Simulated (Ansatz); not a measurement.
**B: geometry relaxation (part 1 of 2)**

B (2 atoms in the cell), computed with DFT, PBE, PAW with Ansatz's default frozen-core files, scalar-relativistic, no spin polarisation (Ansatz 0.2.0).

Its volume is 0.40 times that of the source entry. It belongs to a series of runs on one base structure; here: shape and atoms relaxed at 0.4 of the volume. Figures and captions count atoms from 1; the log counts them from 0 in places.

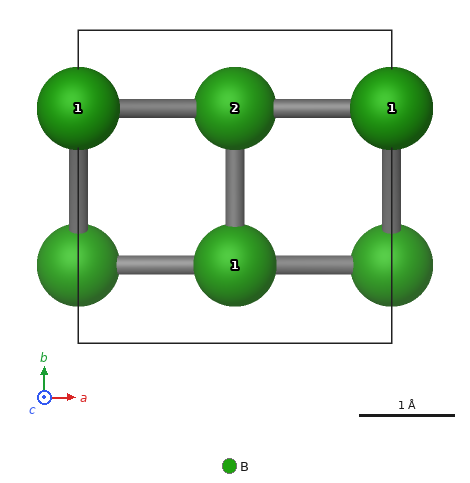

*The input geometry (ball-and-stick view of the cell 2 times as large as that of the calculation, set on its symmetry axes, along the c axis; atoms are numbered from 1 in the order of the input).*

Near neighbours in the crystal (not all of them lie inside the picture): B has 10 B at 1.18 to 1.87 Å.

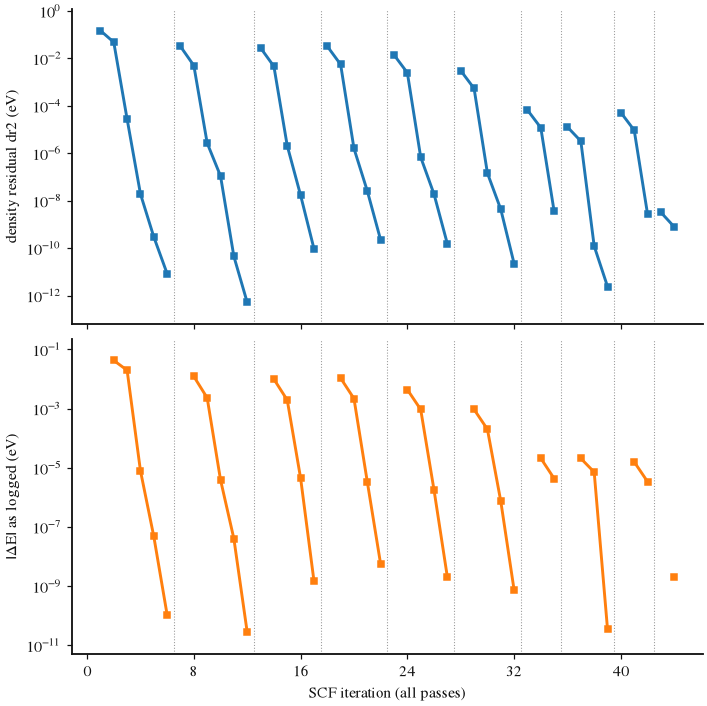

*Convergence of the self-consistent field: density residual dr2 and size of the energy change against the SCF iteration. The dotted lines part the SCF passes of the relaxation: geometry steps, rejected trials and re-solves on a re-selected basis.*

The 10 passes take 2 to 6 iterations each, 44 in all.

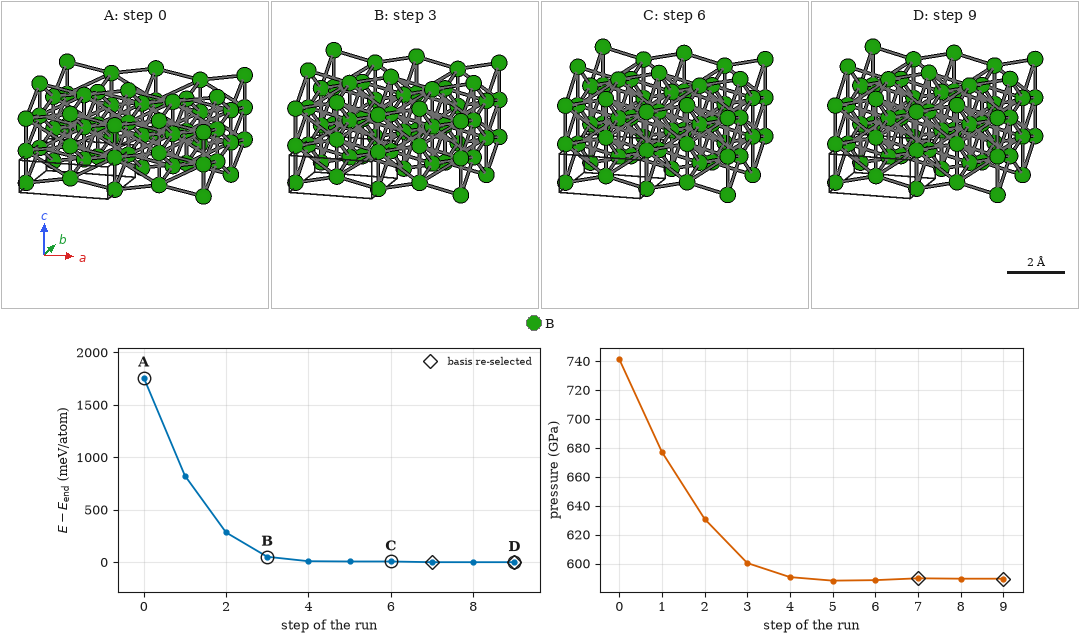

*Frames of the relaxation (ball-and-stick view of the cell 2 times as large as that of the calculation, set on its symmetry axes, repeated 2 × 2 × 3, seen slightly off an axis) above the curves, on which the letters mark them (the first geometry is step 0 here and step 1 in the log).*

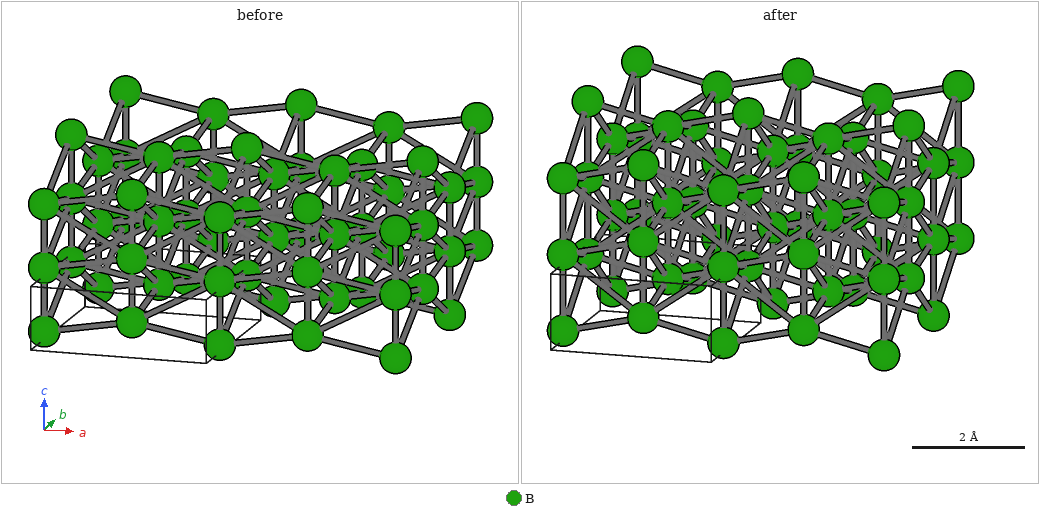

*Before (left) and after (right) the relaxation, at one scale (ball-and-stick view of the cell 2 times as large as that of the calculation, set on its symmetry axes, repeated 2 × 2 × 3, seen slightly off an axis).*

After 7 geometry steps the energy has fallen by 1760 meV per atom. All forces vanish by symmetry, so only the cell relaxes. The pressure goes from 741.36 to 589.52 GPa. The basis was re-selected once at an unchanged geometry, which shifts the energy a little without any move. No atom moves by more than 0.005 Å relative to the cell. The drawn cell changes at constant volume: a = b 3.296 → 3.011 Å (−8.7 %), c 1.176 → 1.410 Å (+19.8 %). Among the contacts that change: B1–B1 1.176 → 1.410 Å, B1–B2 1.674 → 1.546 Å. The space group stays I4_1/amd (No. 141). The energy change given includes the shifts at the re-selections in mid-walk, which come without any move. A last SCF at the same geometry on a re-selected plane-wave basis shifts the energy by +0.0 meV per atom. (Atoms are counted from 1 in the order of the input.)

These pictures come from the run below.

The input:
```yaml
crystal:
  lattice:
    - [-1.6482049752, 1.6482049752, 0.5881890963]
    - [1.6482049752, -1.6482049752, 0.5881890963]
    - [1.6482049752, 1.6482049752, -0.5881890963]
  atoms:
    - { symbol: B, position: [-0.375, -0.125, -0.25] }
    - { symbol: B, position: [0.375, 0.125, 0.25] }
kpoints:
  mp_grid: { grid: [21, 21, 21] }
scf:
  occupations: { method: fermi_dirac, width: 0.05 }
hamiltonian:
  xc: pbe
  pseudopotentials: { kind: paw }
output:
  forces: true
  stress: true
relax:
  f_tol: 0.005
  max_steps: 30
  cell: { stress_tol: 0.75, fix: [volume] }
```

Run as:
```bash
ansatz run input.yaml --threads 1 --pin off --max-ram 2048MiB --backend cpu --events-out ev --progress --plain --runs-dir out
```

Output:
```
basis.fft_grid_basis auto: the FFT boxes are laid along the combinations [[1, 1, 0], [0, 1, 0], [0, 0, 1]] of the cell's own vectors, 1.176, 2.404 and 2.404 Å long. The dense box has 12×18×18 points. Along the cell's own vectors, as sized, it would have 18×18×18, 1.50 times as many. Of the 16 symmetry operations that the crystal satisfies within crystal.symmetry.tolerance (time reversal apart; of a slab, those that keep its plane) the dense box along the cell's own vectors carries 16, and the one as laid loses 12 of those. basis.fft_grid_basis: typed keeps the cell's own vectors: state it where this run's energies or levels are differenced outside the engine with another run's, or held beside a run that keeps those vectors.
Engine: ansatz 0.2.0, x86_64-unknown-linux-gnu
Pseudopotentials: kind: paw
Pseudopotential: B, paw, valence charge 3, recommended cutoff 420 eV (normal), B.paw.azcp
Functional definition: PBE
  parameter kappa = 0.804
  parameter beta = 0.06672455060314922
  exchange = pbe_x(kappa = kappa, mu = beta*pi^2/3)
  correlation = pbe_c(beta = beta)
Crystal: 2 atoms, lattice volume = 6.391 Å³
Basis set: ecut = 420 eV, 109 PW (Γ), FFT grids on a1+a2, a2, a3, exchange–correlation on 24×36×36 points (8 copies of the dense FFT grid, shifted against one another)
Bands: 7, of which v1, the nominal top of the filled ones, is band 3 counted from 1 (2 counted from 0)
Symmetry: 16 space group operations
Space group: I41/amd (ITA 141), of the structure as read, at distance tolerance 1.9e-5 Å
k-points: 726 of 9261
Non-local potential: B, projectors of the file, l = 0: 2, l = 1: 2, l = 2: 1
PAW form: soft (Blöchl's): semilocal exchange-correlation on the pseudo side does not see the compensation charge
PAW one-centre angular grid: B, 110 points (default); XC on 64 Gauss nodes
Initial density: superposition of atomic densities (neutral atoms: chi_scale 0, normalization atom), corrected by the library's trained network
Initial wavefunctions: pseudopotential atomic-orbital guess
Functional: x = pbe(κ = 0.804, μ = 0.2195149727645171), c = pbe(β = 0.06672455060314922)
SCF iter   1: F=—  HF=-298.756642 eV  |F-HF|=—  |Δ(HF+E_count)|=         —  Δρ=7.42e-2  dr2=1.48e-1  ethr=1.77e-3  ⟨swp⟩=4.7  Hψ=36158  notcnv=0
preconditioner: auto → none  [metal: Δε(μ)=0.027 eV  Ē_g=24.325 eV  σ=0.050 eV  W_gap=0.13  n_scr=4 (ndim 8)  ℏωp=36.0 eV  f_vac=0.000  D(μ)=0.11/eV (n_scr^D=0)  sad-step TF]
SCF iter   2: F=—  HF=-298.714262 eV  |F-HF|=—  |Δ(HF+E_count)|=   4.24e-2  Δρ=4.14e-2  dr2=4.79e-2  ethr=1.77e-3  ⟨swp⟩=1.5  Hψ=11459  notcnv=0  defer=10
SCF iter   3: F=—  HF=-298.694579 eV  |F-HF|=—  |Δ(HF+E_count)|=   1.97e-2  Δρ=1.16e-3  dr2=2.77e-5  ethr=7.98e-4  ⟨swp⟩=3.0  Hψ=9619  notcnv=0  defer=187
SCF iter   4: F=—  HF=-298.694587 eV  |F-HF|=—  |Δ(HF+E_count)|=   7.91e-6  Δρ=4.11e-5  dr2=1.93e-8  ethr=4.62e-7  ⟨swp⟩=1.5  Hψ=5523  notcnv=0  defer=187
iter 5 did not close the SCF: its close was put off for the readings that it lacked (scf_convergence_deferred on its scf_iter line)
SCF iter   5: F=-298.694587 eV  HF=-298.694587 eV  |F-HF|=7.80e-11  |Δ(HF+E_count)|=   4.79e-8  Δρ=5.07e-6  dr2=2.98e-10  ethr=3.21e-10  ⟨swp⟩=2.0  Hψ=6796  notcnv=0  defer=187
SCF iter   6: F=-298.694587 eV  HF=-298.694587 eV  |F-HF|=4.60e-12  |Δ(HF+E_count)|=  1.07e-10  Δρ=5.86e-7  dr2=8.40e-12  ethr=4.96e-12  ⟨swp⟩=1.0  Hψ=14328  notcnv=0
SCF 1 converged in 6 iterations: F = -298.694587 eV  dr2 = 8.40e-12
  greatest PAW one-centre occupation: 0.804 electrons in one spin orbital (limit 2), on the B atom at site 1 (counted from 0), in its partial waves of l = 1
relax step   1: F+E_penalty+E_count = -298.69458697 eV  Δ(F+E_penalty+E_count) = +0.000e0 eV  max|allowed force component| = 1.735e-18 eV/Å  Δτ_max = 0.0000 Å  P = +741.363 GPa  Ω = 6.391 Å³  fix = [volume]  reactions: volume +741.363 GPa  (6 SCF iters, dr2 threshold 1.00e-7 eV, accepted)
Basis set: ecut = 420 eV, 111 PW (Γ), FFT grids on a1+a2, a2, a3, exchange–correlation on 24×36×36 points (8 copies of the dense FFT grid, shifted against one another)
Initial density: handed on by an earlier stage of this run
Initial wavefunctions: those handed on with the density
iter 1 solved again at ethr=5.32e-4 eV; its pass at ethr=3.10e-3 eV (dr2=3.19e-2 eV) is discarded
SCF iter   1: F=—  HF=-300.579760 eV  |F-HF|=—  |Δ(HF+E_count)|=         —  Δρ=3.45e-2  dr2=3.17e-2  ethr=5.32e-4  ⟨swp⟩=1.0  Hψ=49465  notcnv=0
preconditioner: auto → none  [metal: Δε(μ)=0.025 eV  Ē_g=24.449 eV  σ=0.050 eV  W_gap=0.12  n_scr=0 (ndim 8)  ℏωp=36.0 eV  f_vac=0.000  D(μ)=0.20/eV (n_scr^D=0)]
SCF iter   2: F=—  HF=-300.567560 eV  |F-HF|=—  |Δ(HF+E_count)|=   1.22e-2  Δρ=1.41e-2  dr2=4.99e-3  ethr=5.29e-4  ⟨swp⟩=2.0  Hψ=7836  notcnv=0
SCF iter   3: F=—  HF=-300.565262 eV  |F-HF|=—  |Δ(HF+E_count)|=   2.30e-3  Δρ=4.38e-4  dr2=2.68e-6  ethr=8.31e-5  ⟨swp⟩=2.9  Hψ=9362  notcnv=0
SCF iter   4: F=—  HF=-300.565258 eV  |F-HF|=—  |Δ(HF+E_count)|=   3.91e-6  Δρ=5.74e-5  dr2=1.10e-7  ethr=4.47e-8  ⟨swp⟩=1.4  Hψ=5621  notcnv=0
iter 5 did not close the SCF: its close was put off for the readings that it lacked (scf_convergence_deferred on its scf_iter line)
SCF iter   5: F=-300.565258 eV  HF=-300.565258 eV  |F-HF|=8.13e-12  |Δ(HF+E_count)|=   4.03e-8  Δρ=1.43e-6  dr2=4.50e-11  ethr=1.84e-9  ⟨swp⟩=2.0  Hψ=6741  notcnv=0
SCF iter   6: F=-300.565258 eV  HF=-300.565258 eV  |F-HF|=2.84e-13  |Δ(HF+E_count)|=  2.77e-11  Δρ=1.77e-7  dr2=5.16e-13  ethr=1.00e-12  ⟨swp⟩=1.0  Hψ=14214  notcnv=0
SCF 2 converged in 6 iterations: F = -300.565258 eV  dr2 = 5.16e-13
  greatest PAW one-centre occupation: 0.754 electrons in one spin orbital (limit 2), on the B atom at site 1 (counted from 0), in its partial waves of l = 1
relax step   2: F+E_penalty+E_count = -300.56525781 eV  Δ(F+E_penalty+E_count) = -1.871e0 eV  max|allowed force component| = 3.469e-18 eV/Å  Δτ_max = 0.0000 Å  P = +677.174 GPa  Ω = 6.391 Å³  energy of the carried Pulay correction = +5.855e-4 eV  fix = [volume]  reactions: volume +677.174 GPa  (6 SCF iters, dr2 threshold 2.00e-7 eV, accepted)
Basis set: ecut = 420 eV, 119 PW (Γ), FFT grids on a1+a2, a2, a3, exchange–correlation on 24×36×36 points (8 copies of the dense FFT grid, shifted against one another)
iter 1 solved again at ethr=4.65e-4 eV; its pass at ethr=3.10e-3 eV (dr2=2.79e-2 eV) is discarded
SCF iter   1: F=—  HF=-301.660724 eV  |F-HF|=—  |Δ(HF+E_count)|=         —  Δρ=3.23e-2  dr2=2.77e-2  ethr=4.65e-4  ⟨swp⟩=1.0  Hψ=49337  notcnv=0
preconditioner: auto → none  [metal: Δε(μ)=0.065 eV  Ē_g=24.538 eV  σ=0.050 eV  W_gap=0.31  n_scr=0 (ndim 8)  ℏωp=36.0 eV  f_vac=0.000  D(μ)=0.17/eV (n_scr^D=0)]
SCF iter   2: F=—  HF=-301.650866 eV  |F-HF|=—  |Δ(HF+E_count)|=   9.86e-3  Δρ=1.34e-2  dr2=4.59e-3  ethr=4.62e-4  ⟨swp⟩=2.0  Hψ=7629  notcnv=0
SCF iter   3: F=—  HF=-301.648924 eV  |F-HF|=—  |Δ(HF+E_count)|=   1.94e-3  Δρ=3.56e-4  dr2=2.07e-6  ethr=7.66e-5  ⟨swp⟩=2.4  Hψ=7692  notcnv=0
SCF iter   4: F=—  HF=-301.648919 eV  |F-HF|=—  |Δ(HF+E_count)|=   4.50e-6  Δρ=3.19e-5  dr2=1.70e-8  ethr=3.33e-9  ⟨swp⟩=4.5  Hψ=14571  notcnv=0
SCF iter   5: F=-301.648919 eV  HF=-301.648919 eV  |F-HF|=3.41e-13  |Δ(HF+E_count)|=   1.52e-9  Δρ=2.32e-6  dr2=9.59e-11  ethr=2.83e-10  ⟨swp⟩=2.0  Hψ=14508  notcnv=0
SCF 3 converged in 5 iterations: F = -301.648919 eV  dr2 = 9.59e-11
  greatest PAW one-centre occupation: 0.724 electrons in one spin orbital (limit 2), on the B atom at site 1 (counted from 0), in its partial waves of l = 0
relax step   3: F+E_penalty+E_count = -301.64891934 eV  Δ(F+E_penalty+E_count) = -1.084e0 eV  max|allowed force component| = 1.735e-18 eV/Å  Δτ_max = 0.0000 Å  P = +630.880 GPa  Ω = 6.391 Å³  energy of the carried Pulay correction = +1.185e-3 eV  fix = [volume]  reactions: volume +630.880 GPa  (5 SCF iters, dr2 threshold 2.00e-7 eV, accepted)
Basis set: ecut = 420 eV, 127 PW (Γ), FFT grids on a1+a2, a2, a3, exchange–correlation on 24×36×36 points (8 copies of the dense FFT grid, shifted against one another)
iter 1 solved again at ethr=5.41e-4 eV; its pass at ethr=3.10e-3 eV (dr2=3.25e-2 eV) is discarded
SCF iter   1: F=—  HF=-302.125049 eV  |F-HF|=—  |Δ(HF+E_count)|=         —  Δρ=3.45e-2  dr2=3.23e-2  ethr=5.41e-4  ⟨swp⟩=1.0  Hψ=49141  notcnv=0
preconditioner: auto → none  [metal: Δε(μ)=0.015 eV  Ē_g=24.569 eV  σ=0.050 eV  W_gap=0.08  n_scr=0 (ndim 8)  ℏωp=36.0 eV  f_vac=0.000  D(μ)=0.28/eV (n_scr^D=0)]
SCF iter   2: F=—  HF=-302.114386 eV  |F-HF|=—  |Δ(HF+E_count)|=   1.07e-2  Δρ=1.44e-2  dr2=5.52e-3  ethr=5.38e-4  ⟨swp⟩=1.7  Hψ=6021  notcnv=0
SCF iter   3: F=—  HF=-302.112210 eV  |F-HF|=—  |Δ(HF+E_count)|=   2.18e-3  Δρ=2.88e-4  dr2=1.59e-6  ethr=9.20e-5  ⟨swp⟩=1.8  Hψ=6202  notcnv=0
SCF iter   4: F=—  HF=-302.112206 eV  |F-HF|=—  |Δ(HF+E_count)|=   3.33e-6  Δρ=3.79e-5  dr2=2.57e-8  ethr=3.33e-9  ⟨swp⟩=4.7  Hψ=14709  notcnv=0
SCF iter   5: F=-302.112206 eV  HF=-302.112206 eV  |F-HF|=4.65e-11  |Δ(HF+E_count)|=   5.48e-9  Δρ=3.71e-6  dr2=2.20e-10  ethr=4.28e-10  ⟨swp⟩=2.0  Hψ=14573  notcnv=0
SCF 4 converged in 5 iterations: F = -302.112206 eV  dr2 = 2.20e-10
  greatest PAW one-centre occupation: 0.713 electrons in one spin orbital (limit 2), on the B atom at site 1 (counted from 0), in its partial waves of l = 0
relax step   4: F+E_penalty+E_count = -302.11220638 eV  Δ(F+E_penalty+E_count) = -4.633e-1 eV  max|allowed force component| = 3.469e-18 eV/Å  Δτ_max = 0.0000 Å  P = +600.355 GPa  Ω = 6.391 Å³  energy of the carried Pulay correction = +1.820e-3 eV  fix = [volume]  reactions: volume +600.355 GPa  (5 SCF iters, dr2 threshold 2.00e-7 eV, accepted)
iter 1 solved again at ethr=2.36e-4 eV; its pass at ethr=3.10e-3 eV (dr2=1.42e-2 eV) is discarded
```
